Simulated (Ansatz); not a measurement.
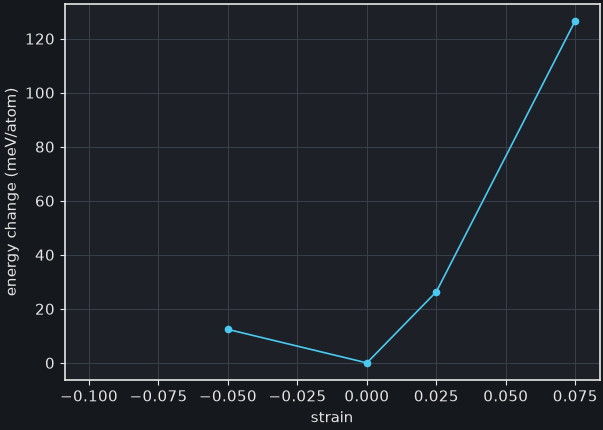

The figure shows the energy change against strain for Cr, space group Im-3m (No. 229).

Starting cell:
```
CELL_PARAMETERS angstrom
-1.44195 1.44195 1.44195
1.44195 -1.44195 1.44195
1.44195 1.44195 -1.44195
ATOMIC_POSITIONS crystal
Cr 0.00000 0.00000 0.00000
```

Computed with Ansatz 0.2.0: homogeneous strain of a crystal along one Voigt pattern with engineering shear, fractional coordinates fixed, by plane-wave density functional theory with PAW datasets, free energies less that of the undisturbed cell; scalar-relativistic. Level: PBE, no spin polarisation.

wave cutoff 420 eV; k mesh 24×24×24; occupations Gaussian; smearing width 0.15 eV; k shift (0, 0, 0) (mesh steps); start as given; strain pattern (1, 0, 0, 0, 0, 0) (xx yy zz yz xz xy with engineering shear).

The point at strain −0.100 is left out of the plot. What does the calculation give there?

```tsv
strain	energy change (meV/atom)
-0.100	136
```

Keep in mind: no spin polarisation, a magnetic state may lie lower; reference crystal is not relaxed.
